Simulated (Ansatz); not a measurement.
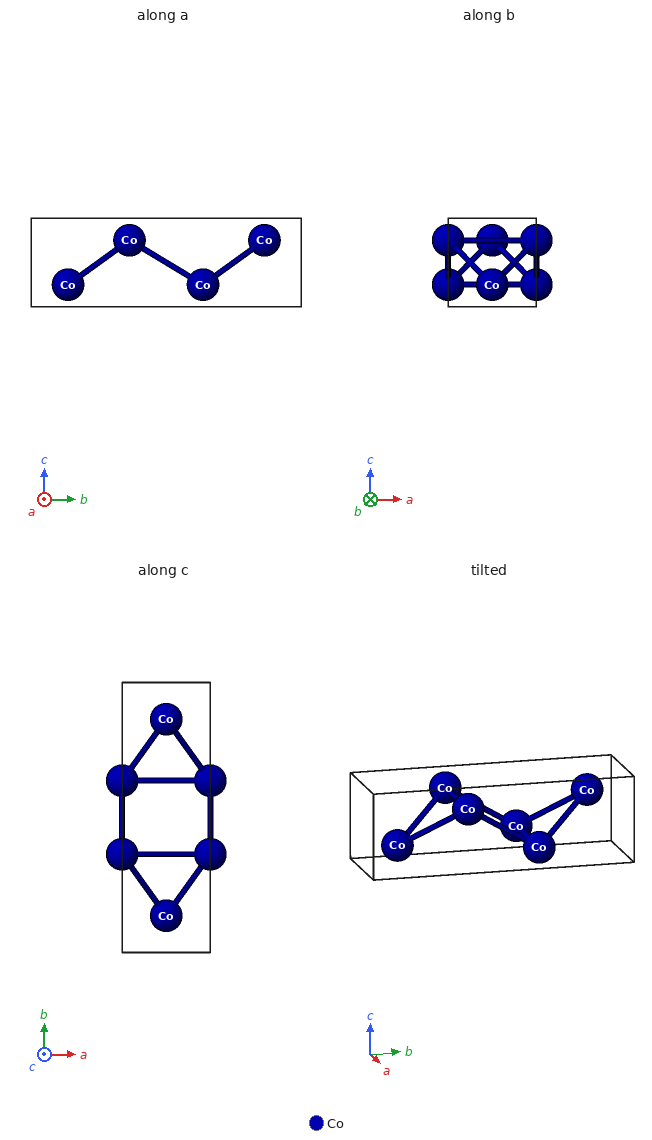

This ball-and-stick model is shown along the a axis, along the b axis, along the c axis and slightly off an axis. The frame is the conventional unit cell; atoms at its boundary are shown with their periodic copies.

Lattice parameters: a = 2.510 Å, b = 7.685 Å, c = 2.527 Å, α = 90.00°, β = 90.00°, γ = 90.00°. Put a along x and b in the xy plane.

> Transcribe the picture into a POSCAR file, with free fractional coordinates to two decimals.

```
Co
1.0
     2.510    0.000    0.000
     0.000    7.685    0.000
     0.000    0.000    2.527
Co
4
Direct
  0.00 0.36 0.75
  0.50 0.14 0.25
  0.50 0.86 0.75
  0.00 0.64 0.25
```

The initial geometry was a structure type filled with this element by a generator (whether the element takes this form wasn't checked). Earlier steps of the study may have refined or changed the cell and positions. A calculation with Ansatz used it as input.

At this level of theory the cell isn't at rest (stretched, at -20 GPa), so its distances can differ from those at equilibrium, the more so the softer the solid.
